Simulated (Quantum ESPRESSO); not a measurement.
BN (P6_3/mmc), B K edge of atom 3, with 3 N at 1.44 Å (trigonal planar, site symmetry -6m2). Method: Quantum ESPRESSO XSpectra, LDA, full core hole (charged cell), 16-atom cell with 5.0 Å between holes, 5×5×4 k points, dipole transitions, Lorentzian half width 0.3 eV up to 4 eV, rising linearly to 2.5 eV at 25 eV (counted from xe0, 0.3 eV below the zero used here).

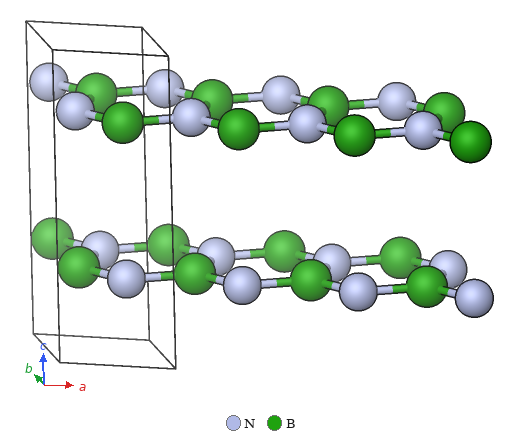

The structure (nitrogen light blue, boron green). 4×2×1 cells are drawn.

```
N B
1.0
     2.49824    0.00000    0.00000
    -1.24912    2.16354    0.00000
     0.00000    0.00000    6.63570
N B
2 2
Direct
  0.66667 0.33333 0.25000
  0.33333 0.66667 0.75000
  0.66667 0.33333 0.75000
  0.33333 0.66667 0.25000
```

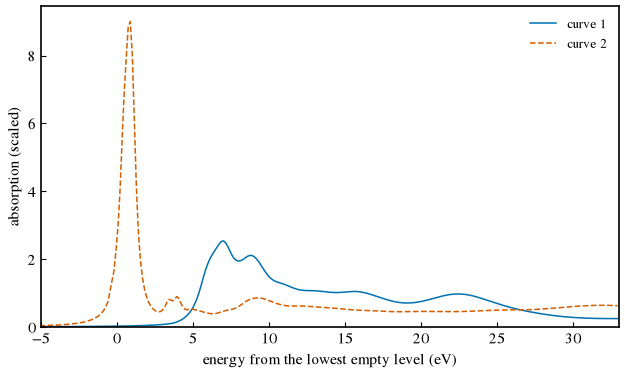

Energy from the lowest empty level; a common scale on which the isotropic spectrum has a mean of 1 over the first 20 eV.

The database entry behind the starting cell differs from later determinations by our own check (about 0.3 % short, minor phase), so it need not match the best structure at ambient conditions.

Question: The curves are for the electric vector along different Cartesian axes of the cell as given, averaged over the symmetry-equivalent atoms. Which is which?

Curve 1: along x (⊥ c) (the other in-plane axis gives the same curve within 3 %), main maxima 7.0 eV (2.54), 8.8 eV (2.11) and 22.5 eV (0.97). Curve 2: along z (c), main maxima 0.9 eV (9.00), 4.0 eV (0.90) and 9.3 eV (0.86). A K edge sees empty p states; at this planar three-fold site the curve for the electric vector normal to the plane peaks at 0.9 eV, where it is mainly π* that absorbs: that direction carries over 70 % of the weight there. Each direction probes the empty orbitals that point along it. The holes are only 5.0 Å apart, so the shape is probably not converged with cell size; no larger cell was run here. The structure is a published determination, not relaxed.

[Banner, clock and machine lines of the logs are left out without a mark of their own.]

[Logs are printed without paths, hosts, clocks, repeated set-up lines and the standing remarks that a program may print on its own settings, such as how far it seeks lower states.]

[Hosts, paths, dates, database ids (printed as entryN), source tags and the programs' standing remarks are cut or masked in the printed files.]

[Lists of maxima count a maximum above −3 eV only where it reaches 4 % of the highest in the window and stands out from its surroundings by 2 % of it (1.5 % where it reaches 55 %); shoulders and weaker maxima are passed over, and of the rest the first, up to two pre-edge ones and the few strongest are named.]
